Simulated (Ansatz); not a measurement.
**GaN: single-point calculation (part 1 of 2)**

System: GaN (slab, 20 atoms in the cell).
Method: DFT PBE, scalar-relativistic, plane waves, PAW, no spin polarisation (Ansatz 0.2.0).

The structure derives from an entry of the Crystallography Open Database. It belongs to a series of runs on one base structure; here: the substrate alone at its places in the stack. Figures and captions count atoms from 1; the log counts them from 0 in places.

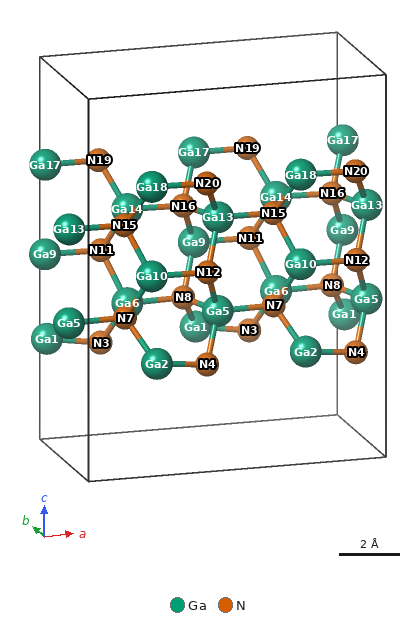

Fig. 1: The structure (ball-and-stick view of the 2 × 1 repeat of the cell, with the vacuum cut short, seen slightly off an axis; atoms are numbered from 1 in the order of the input). An atom can appear more than once, as a periodic image. Near neighbours in the periodic cell (some may lie outside the picture): Ga has 3 N at 1.85 to 1.95 Å; N has 3 Ga at 1.85 to 1.94 Å; Ga has 4 N at 1.93 to 2.01 Å; N has 4 Ga at 1.95 to 2.01 Å.

Results in brief:

| quantity | value |
| --- | --- |
| outcome | converged |
| electrons treated | 180 |
| free energy | −41672.6542 eV |
| work function, top face | 4.56 eV |
| work function, bottom face | 5.14 eV |
| Fermi energy | −0.725 eV |
| gap on the k-point mesh | 1.05 eV |
| work function (upper face) | 4.56 eV |
| largest force (length of the vector) | 1.879 eV/Å |
| hardware | 8 threads of Arm Neoverse V2, 24 GiB of memory available, shared host |
| wall time | 58 s (CPU time 7.6 min) |
| peak memory | 4 GiB |

Remarks:

Warnings of the run: the exchange-correlation potential is rough where the density is thin.

Input file:
```yaml
crystal:
  lattice:
    - [5.2430304801, 0.0, 0.0]
    - [0.0, 5.5744824182, 0.0]
    - [0.0, 0.0, 28.7201409213]
  atoms:
    - { symbol: Ga, position: [1.0080672931, 0.8804559759, 0.2705515542] }
    - { symbol: Ga, position: [0.5080625471, 0.1454753568, 0.2705491803] }
    - { symbol: "N", position: [0.3566043418, 0.8440835899, 0.2626323184] }
    - { symbol: "N", position: [0.8566087968, 0.1818233217, 0.2626579256] }
    - { symbol: Ga, position: [0.98260986, 0.3483961988, 0.3173704161] }
    - { symbol: Ga, position: [0.482606439, 0.6776794006, 0.3173708894] }
    - { symbol: "N", position: [0.3588004095, 0.3474881943, 0.3186337467] }
    - { symbol: "N", position: [0.8587843835, 0.6786055329, 0.3186455566] }
    - { symbol: Ga, position: [0.9843755667, 0.8470948966, 0.375558633] }
    - { symbol: Ga, position: [0.4843801139, 0.1793829733, 0.375575911] }
    - { symbol: "N", position: [0.3609329061, 0.8460203111, 0.3749418217] }
    - { symbol: "N", position: [0.8609337227, 0.1804358571, 0.3749755276] }
    - { symbol: Ga, position: [0.9837098081, 0.3448236424, 0.4317070309] }
    - { symbol: Ga, position: [0.4837245978, 0.6822103181, 0.4317325781] }
    - { symbol: "N", position: [0.3569253858, 0.3538076115, 0.4307558828] }
    - { symbol: "N", position: [0.8569014785, 0.6732228497, 0.4307910311] }
    - { symbol: Ga, position: [0.9861535563, 0.8477430991, 0.4845513912] }
    - { symbol: Ga, position: [0.4860569633, 0.1798325847, 0.4845861429] }
    - { symbol: "N", position: [0.3498836395, 0.8611445322, 0.4839318756] }
    - { symbol: "N", position: [0.8498998209, 0.1664527945, 0.4839654944] }
basis:
  ecutwfc: 420
kpoints:
  mp_grid: { grid: [7, 6, 1] }
hamiltonian:
  xc: pbe
scf:
  occupations: { method: gaussian, width: 0.1 }
output:
  forces: true
  stress: true
  eigenvalues: true
  write_density: true
  write_potential: true
  elf: true
  volumetric_format: npy
efield:
  axis: 3
  dipole_correction: true
  ramp_width: 0.04
```

Launch command:
```bash
ansatz run input.yaml --threads 8 --pin off --max-ram 20480MiB --backend cpu --events-out ev --progress --plain --runs-dir out
```

Output:
```
Engine: ansatz 0.2.0, aarch64-unknown-linux-gnu
Pseudopotentials: kind: paw
Pseudopotential: Ga, paw, valence charge 13, recommended cutoff 420 eV (normal), Ga.paw.azcp
Pseudopotential: N, paw, valence charge 5, recommended cutoff 420 eV (normal), N.paw.azcp
Functional definition: PBE
  parameter kappa = 0.804
  parameter beta = 0.06672455060314922
  exchange = pbe_x(kappa = kappa, mu = beta*pi^2/3)
  correlation = pbe_c(beta = beta)
Crystal: 20 atoms, lattice volume = 839.409 Å³
Basis set: ecut = 420 eV, 16437 PW (Γ), exchange–correlation on 72×80×384 points (8 copies of the dense FFT grid, shifted against one another)
Bands: 110, of which v1, the nominal top of the filled ones, is band 90 counted from 1 (89 counted from 0)
Symmetry: 1 space group operations
Space group: P1 (ITA 1), of the structure as read, at distance tolerance 9.4e-5 Å
k-points: 22 of 42 (time reversal used)
Non-local potential: Ga, projectors of the file, l = 0: 2, l = 1: 2, l = 2: 3, l = 3: 1
Non-local potential: N, projectors of the file, l = 0: 2, l = 1: 2, l = 2: 1
PAW form: soft (Blöchl's): semilocal exchange-correlation on the pseudo side does not see the compensation charge
PAW one-centre angular grid: Ga, 590 points (default); XC on 64 Gauss nodes
PAW one-centre angular grid: N, 110 points (default); XC on 64 Gauss nodes
Initial density: superposition of atomic densities (neutral atoms: chi_scale 0, normalization atom), corrected by the library's trained network
Initial wavefunctions: pseudopotential atomic-orbital guess
Functional: x = pbe(κ = 0.804, μ = 0.2195149727645171), c = pbe(β = 0.06672455060314922)
SCF iter   1: F=—  HF=-41672.649262 eV  |F-HF|=—  |Δ(HF+E_count)|=         —  Δρ=1.60e-3  dr2=4.06e-2  ethr=1.77e-3  p=0.067 e·Å  D=1.45e-2 V/Å  ΔV_dip=-0.42 eV  dr2_dipole=2.45e-3  V_vac-E_F(+/−)=4.51/4.93 eV  ⟨swp⟩=6.8  Hψ=9986  notcnv=0  defer=114
efield: sawtooth ramp at fractional position 0.8536 (placed from the atoms, in the widest stretch of the axis that holds none; the zero of the levels goes with the place), width 0.0400; the density the first Hamiltonian is built on has a dipole p = 0.067 e·Å; the dipole correction subtracts the counter field D = 1.45e-2 V/Å, which shifts the + side's vacuum level by -0.42 eV against the − side's; the planar-averaged density in the ramp window peaks in size at 3.5e-6 e/Å³
preconditioner: auto → Resta (q_TF=auto, 2.111 Å⁻¹)  ε∞=2.3  [insulator: Δε(μ)=1.032 eV  Ē_g=15.268 eV  σ=0.100 eV  W_gap=1.00  n_scr=134 (ndim 8)  ℏωp=17.2 eV  f_vac=0.678  D(μ)=0.00/eV (n_scr^D=0)  ε∞_Penn≈2.3  vacuum switching on, ρ_ref=1.7e-2 e/Å³]
SCF iter   2: F=—  HF=-41672.654465 eV  |F-HF|=—  |Δ(HF+E_count)|=   5.20e-3  Δρ=1.12e-3  dr2=1.15e-2  ethr=2.26e-5  p=0.104 e·Å  D=2.24e-2 V/Å  ΔV_dip=-0.64 eV  dr2_dipole=8.88e-4  V_vac-E_F(+/−)=4.52/5.17 eV  ⟨swp⟩=2.0  Hψ=4692  notcnv=0  defer=167
SCF iter   3: F=—  HF=-41672.653599 eV  |F-HF|=—  |Δ(HF+E_count)|=   8.66e-4  Δρ=5.05e-4  dr2=1.79e-3  ethr=6.40e-6  p=0.090 e·Å  D=1.93e-2 V/Å  ΔV_dip=-0.56 eV  dr2_dipole=7.10e-5  V_vac-E_F(+/−)=4.55/5.11 eV  ⟨swp⟩=2.0  Hψ=2926  notcnv=0  defer=167
SCF iter   4: F=—  HF=-41672.654143 eV  |F-HF|=—  |Δ(HF+E_count)|=   5.44e-4  Δρ=2.28e-4  dr2=4.83e-4  ethr=9.92e-7  p=0.095 e·Å  D=2.05e-2 V/Å  ΔV_dip=-0.59 eV  dr2_dipole=1.38e-5  V_vac-E_F(+/−)=4.55/5.13 eV  ⟨swp⟩=2.9  Hψ=3924  notcnv=0  defer=167
SCF iter   5: F=—  HF=-41672.654216 eV  |F-HF|=—  |Δ(HF+E_count)|=   7.37e-5  Δρ=6.01e-5  dr2=2.96e-5  ethr=2.68e-7  p=0.094 e·Å  D=2.03e-2 V/Å  ΔV_dip=-0.58 eV  dr2_dipole=2.86e-8  V_vac-E_F(+/−)=4.56/5.14 eV  ⟨swp⟩=2.0  Hψ=3629  notcnv=0  defer=167
SCF iter   6: F=—  HF=-41672.654162 eV  |F-HF|=—  |Δ(HF+E_count)|=   5.45e-5  Δρ=2.75e-5  dr2=4.85e-6  ethr=1.64e-8  p=0.094 e·Å  D=2.03e-2 V/Å  ΔV_dip=-0.58 eV  dr2_dipole=2.76e-8  V_vac-E_F(+/−)=4.56/5.14 eV  ⟨swp⟩=2.3  Hψ=4151  notcnv=0  defer=194
SCF iter   7: F=—  HF=-41672.654166 eV  |F-HF|=—  |Δ(HF+E_count)|=   4.04e-6  Δρ=1.40e-5  dr2=1.94e-6  ethr=2.69e-9  p=0.094 e·Å  D=2.03e-2 V/Å  ΔV_dip=-0.58 eV  dr2_dipole=5.44e-11  V_vac-E_F(+/−)=4.56/5.14 eV  ⟨swp⟩=2.0  Hψ=3993  notcnv=0  defer=201
SCF iter   8: F=-41672.654166 eV  HF=-41672.654166 eV  |F-HF|=1.17e-7  |Δ(HF+E_count)|=   8.91e-8  Δρ=3.54e-6  dr2=8.76e-8  ethr=5.56e-11  p=0.094 e·Å  D=2.03e-2 V/Å  ΔV_dip=-0.58 eV  dr2_dipole=4.73e-10  V_vac-E_F(+/−)=4.56/5.14 eV  ⟨swp⟩=25.1  Hψ=25178  notcnv=0
SCF 1 converged in 8 iterations: F = -41672.654166 eV  dr2 = 8.76e-8
  greatest PAW one-centre occupation: 0.996 electrons in one spin orbital (limit 2), on the Ga atom at site 0 (counted from 0), in its partial waves of l = 2
WARN: The output density's exchange-correlation potential varies sharply where the density is thin. Do not read a vacuum level from v_tot or v_xc, or from such a field of the output density. On a cell that repeats whose density bears no net charge and no dipole along the vacuum's axis use v_es (v_loc + v_h of the components); under efield.dipole_correction with no amplitude use v_es + v_field, which holds any external_charges[].barrier, or the levels of the report's work_function block, which leave it out; under a non-zero efield.amplitude the vacuum is tilted and has no level; on a cell that repeats and bears such a dipole with no correction it is tilted too, and efield.dipole_correction with no amplitude gives each side of its ramp a level where efield: is served; in a cell that repeats whose density bears a net charge (total_charge, or a fill off its count) it is curved and has none; of a slab under crystal.periodic whose density bears no net charge use v_es, which has a level on each side, short of where the two are joined; of another it falls or rises all the way out and has none; of a slab beside external_charges read slab_vacuum_level instead, which it has where they leave it neutral. The grid or the basis barely resolves most such structure, and the values can differ between equally converged runs; as a rule a tighter scf.convergence.dr2_threshold does not remove it. Where the density itself ripples (under the LDA too) a higher basis.ecutwfc lessens it. The files hold the spikes' plane waves up to the density's cutoff. Files: v_tot_of_output_density and the like, and their columns of v_z.tsv (output.write_potential); v_xc_of_output_density and the like, and their columns of v_comp_z.tsv (output.write_potential_components). Measured: with its Gaussian average of σ = 0.25 Å subtracted twice, the exchange-correlation potential is over 0.1 eV at 55 of the grid points where the equally averaged density (valence and model cores) is under 1e-3 e/Å³, and 0.189 eV at the most among them, at an averaged density of 1.8e-7 e/Å³. The input density's (outcome.potential() and, of a run that writes arrays, v_tot and v_xc) is over 0.1 eV, so measured, at 5 points of its own thin density, 0.121 eV at the most. See output.write_potential in the manual, Limitations
SCF converged after 8 iterations
Free energy (F): -41672.654166 eV
Harris-Foulkes:  -41672.654166 eV  (|F-HF|=1.17e-7)
Internal energy: -41672.654166 eV  (E = F + TS)
E sigma→0 (E₀):  -41672.654166 eV
Fermi energy:    -0.725230 eV
Dipole field:    D = 0.020248 V/Å  (p = 0.093927 e·Å, saw-weighted, corrected)
Work function:   Φ+ = 4.5615 eV   Φ− = 5.1430 eV
Levels:          The Fermi level and band energies are counted from a zero that moves with the ramp; work functions are not
--- Per-component energies (eV) ---
  E_band       = -2029.614622
  E_kinetic    = 2449.670775
  E_local      = -275751.302014  (includes V_loc(G=0)·N_el)
  E_nonlocal   = 4738.025821
  E_hartree    = 136112.496656
  E_xc         = -1280.365711
  E_vxc        = -1330.187230  (∫ρ·V_xc dr)
  E_paw        = -21194.935414  (= ΣΔE_a)
  E_vpaw       = -4360.668355  (= ΣTr[D̂ρ^β])
  E_aug_tail   = 0.000260  (compensation charges beyond the density's cutoff)
  E_efield     = 0.000951  (sawtooth field / dipole correction)
  E_vefield    = -0.192438  (∫n·V_field dr)
  E_ewald      = 113253.754510
  E_smearing   = -0.000000  (= −TS)
  E_closure    = -0.000000  (closes the sum)
  Σ components = -41672.654166   (vs F -41672.654166, Δ=0.00e0)
--- Forces (eV/Å), atoms counted from 1 ---
  atom   1  Ga     0.01776376     0.02654915    -0.00134846
  atom   2  Ga     0.01444796    -0.02538313     0.00076314
  atom   3  N     -0.00160523     0.00309398    -0.03091739
  atom   4  N     -0.00301362     0.00152181    -0.03237795
  atom   5  Ga    -0.03169125    -0.04862982     0.01061952
  atom   6  Ga    -0.03244349     0.05210535     0.00944346
  atom   7  N     -0.00080749     0.01251785     0.05924166
  atom   8  N      0.00043909    -0.01037202     0.06110919
  atom   9  Ga     0.08893626     0.13008976    -0.05496485
  atom  10  Ga     0.08824366    -0.12974121    -0.05724435
  atom  11  N      0.03773144    -0.04123585    -0.17734869
  atom  12  N      0.03778949     0.04564952    -0.18211457
  atom  13  Ga    -0.23322956    -0.33766791     0.03284495
  atom  14  Ga    -0.23464068     0.33915376     0.02884768
  atom  15  N     -0.08916283     0.19060973     0.36096245
  atom  16  N     -0.08563389    -0.18933337     0.35748720
  atom  17  Ga     0.86366367     1.36158451    -0.94037198
  atom  18  Ga     0.87435877    -1.36807328    -0.94522073
  atom  19  N     -0.65511386    -0.05752509     0.74865225
  atom  20  N     -0.65628566     0.04508476     0.75183481
  max |Σ_I F_I| component: 2.53e-4 eV/Å
--- Stress (GPa, compression-positive) ---
       -0.118088       0.000619       0.067089
        0.000619       0.185297      -0.015990
        0.067089      -0.015990      -0.002133
  P = ⅓ Tr σ = 0.0217 GPa (0.217 kbar)
--- Band table (eV; the first three rows and the last of 22) ---
```
